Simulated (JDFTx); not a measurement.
Consider O.

The calculation's input:

```
lattice \
    3.2068448638    -3.2068448638     0.0000000000 \
    1.8514727453     1.8514727453    -3.7029454905 \
    7.1452631224     7.1452631224     7.1452631224
coords-type Lattice
ion O      0.0546147200     0.0546147200     0.0546147200 1
ion O      0.9453852800     0.9453852800     0.9453852800 1

ion-species pseudo/O.upf
elec-cutoff 42
elec-ex-corr gga-PBE
kpoint-folding 9 9 9
elec-smearing Fermi 0.0018374661
elec-n-bands 11
electronic-SCF nIterations 100 energyDiffThreshold 1e-08
electronic-minimize nIterations 30 energyDiffThreshold 1e-7
forces-output-coords Cartesian

dump-name run.$VAR
dump End Ecomponents EigStats BandEigs Kpoints Forces Stress ElecDensity Dtot KEdensity
```

Launched as:

```sh
jdftx -c 1 -i O.in -o O.out
```

Below, planes, directions and counts refer to the conventional cell (a = 3.39 Å, b = 3.39 Å, c = 11.34 Å, α = 90.00°, β = 90.00°, γ = 120.00°).

Space group R-3m; a structure from a database of computed crystals, not necessarily the ambient phase; not relaxed (largest force 1.6 eV/Å); computed pressure about −5 GPa in this cell.

These are results of Kohn-Sham DFT of a periodic cell, PBE, PseudoDojo-SR-PBE-0.5-standard in JDFTx, not measurements.

**What can the converged valence pseudo-density and electron localisation function tell about the bonding?**

O–O (1.24 Å): ρ at the midpoint is about 3.3 e/Å³; the ELF peaks at about 0.80 between the atoms (inside overlapping core regions, so only a guide): localised, covalent bonding.

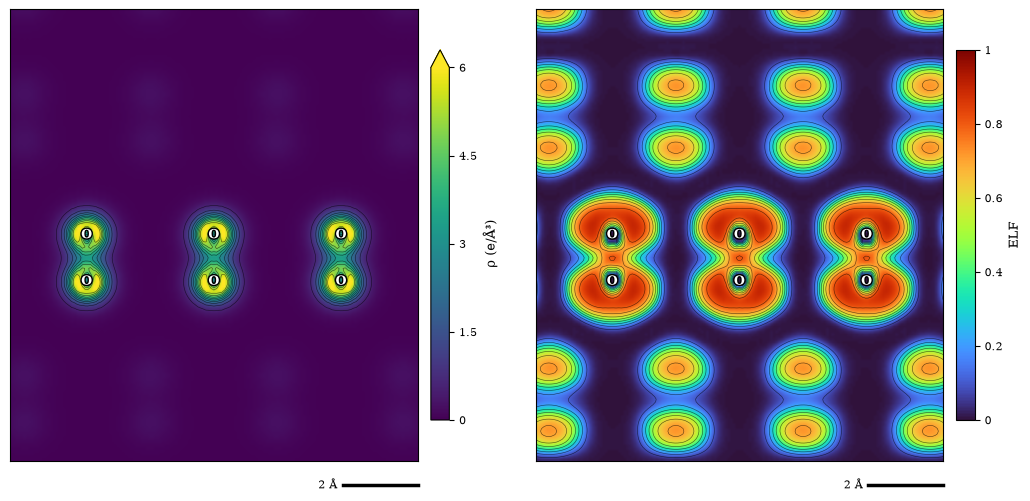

Computed valence pseudo-density and electron localisation function on the (100) plane of the conventional cell, in this order. 

In a pseudopotential calculation such maps are meaningful between the atoms, not at the nuclei.
